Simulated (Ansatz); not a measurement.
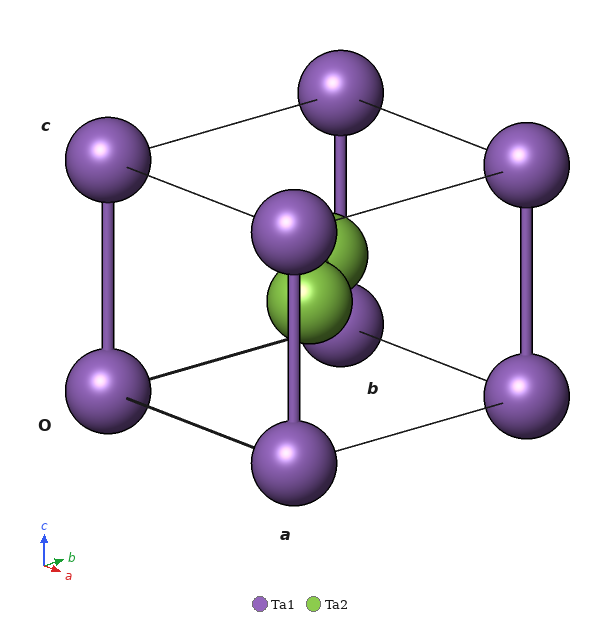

Crystal: Ta, coordinates from a relaxation with Ansatz, DFT, PBEsol, plane waves (420 eV) with PAW, scalar-relativistic; the starting structure was generated, so it need not be a known form of this composition. One unit cell; atoms that symmetry makes equivalent share a colour (atoms on faces, edges and corners are repeated). The drawing is computed from the coordinates (standard cell, symmetry found to 0.002 Å).

a = 4.806 Å, b = 4.806 Å, c = 2.699 Å, α = 90.00°, β = 90.00°, γ = 120.00°; space group No. 191, P6/mmm.

One atom of each site: Ta1 (0, 0, 0); Ta2 (1/3, 2/3, 1/2).

### Give the multiplicity, Wyckoff letter and site symmetry of each site.

| site | Wyckoff | symmetry |
| --- | --- | --- |
| Ta1 | 1a | 6/mmm |
| Ta2 | 2d | -6m2 |

### How many free positional parameters does the structure have?

0: Ta1 0, Ta2 0.
